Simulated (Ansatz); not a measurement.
**A Fermi-surface study of Zr in space group Fm-3m**

Input file:

```yaml
crystal:
  lattice:
    - [0.0, 2.255, 2.255]
    - [2.255, 0.0, 2.255]
    - [2.255, 2.255, 0.0]
  atoms:
    - { symbol: Zr, position: [0.0, 0.0, 0.0] }
basis:
  ecutwfc: 420
kpoints:
  mp_grid: { grid: [16, 16, 16] }
hamiltonian:
  xc: pbe
scf:
  occupations: { method: gaussian, width: 0.05 }
output:
  forces: true
  eigenvalues: true
  eigenstates:
    nscf_kmesh: { grid: [34, 34, 34] }
    top_band: c6
    de_dk: true
    localisation: false
  stress: true
checkpoint:
  write: ck
  compress: false
  write_wavefunctions: false
  write_every: 100000
```

Launched as:

```sh
ansatz run input.yaml --threads 1 --pin off --max-ram 3072MiB --backend cpu --events-out ev --progress --plain --runs-dir out
```

All numbers here come from DFT PBE, scalar-relativistic, plane waves, PAW; levels and slopes on a dense k mesh at the converged density in Ansatz 0.2.0. No spin polarisation. Mesh 34×34×34, interpolated with the band slopes. Cell and positions as given, without relaxation.

### 1. The sheets

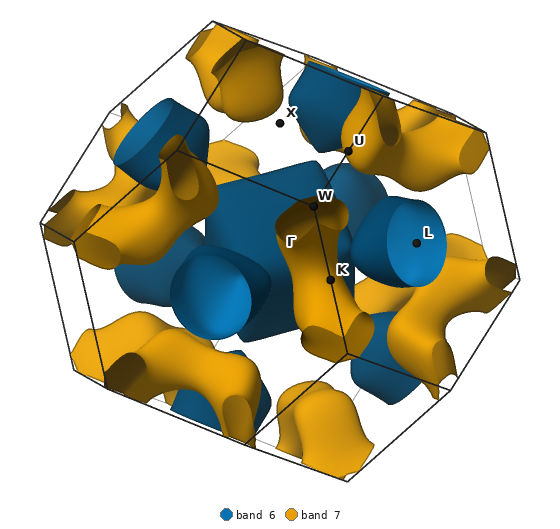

Computed Fermi surface of this crystal. Each colour is one band. The brighter face of a sheet looks towards empty states.

**Summarise the topology of this Fermi surface.**

Two bands cross the Fermi level; this is a three-dimensional metal.

Band 6: one hole pocket centred at Γ (5.0 % of the zone) and four hole pockets centred at L (each 1.8 % of the zone).
Band 7: an open electron network that joins neighbouring zones in all directions (12 % of the zone).
A pocket cut by a face of the zone is counted once with the part on the opposite face.
The shape of the surface of band 6 changes its kind within 0.04 eV of this level, so small parts may appear, vanish, join or separate.

**What does the calculation give for N(E_F) and the Drude plasma frequency?**

The density of states at the Fermi level is 1.5 states/eV per primitive cell. The intraband plasma frequency is 6.5 eV in all directions.

### 2. Cuts and bands

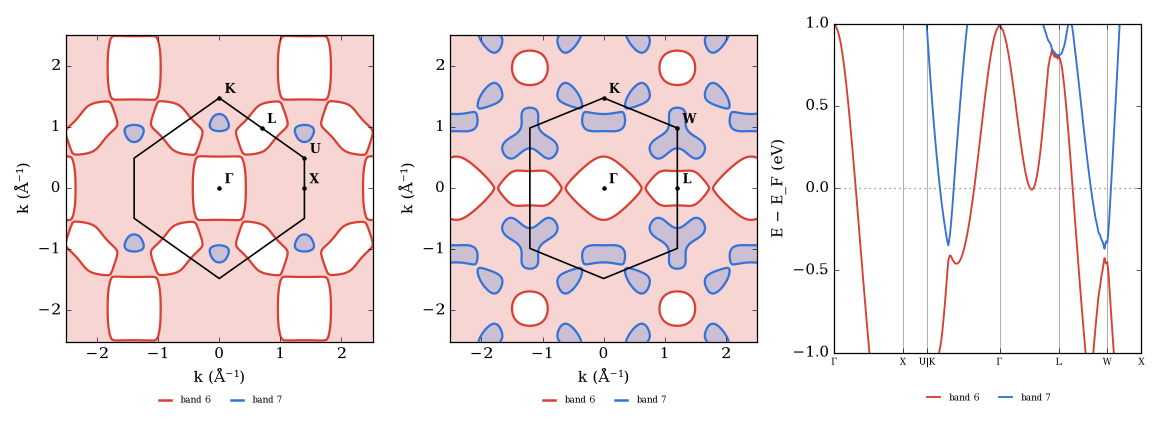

This crystal: cuts through the Fermi surface in the plane through Γ, X and L and the plane through Γ, L and W, filled states shaded, and the bands that cross the Fermi level.

**For each band, read its level at the labelled points (eV from the Fermi level).**

```tsv
band	Γ	X	L
band 6	+0.99	below	+0.81
band 7	+0.99	above	+0.81
```

Negative values are filled states; "above" and "below" lie outside the plotted window.

### 3. Speeds

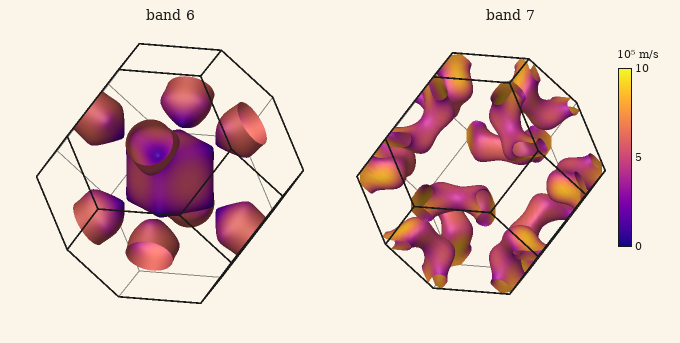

Fermi surface of this crystal, coloured by the Fermi speed.

**Give the range and mean of the Fermi speed for each band.**

Band 6: 1.7 to 6.2 × 10⁵ m/s over most of the sheet, 4.1 × 10⁵ m/s on average over states. Band 7: 3.9 to 8.2 × 10⁵ m/s over most of the sheet, 5.4 × 10⁵ m/s on average over states.

Spin-orbit coupling is left out; with Zr it can split, shift or remove sheets. Necks and pockets thinner than about two mesh steps aren't resolved, so separate pockets may in truth be joined.

The run (self-consistency and the dense mesh) took 9.2 s on 1 thread of Intel(R) Xeon(R) Platinum 8488C (Sapphire Rapids) (shared host), peak memory 0.54 GiB.
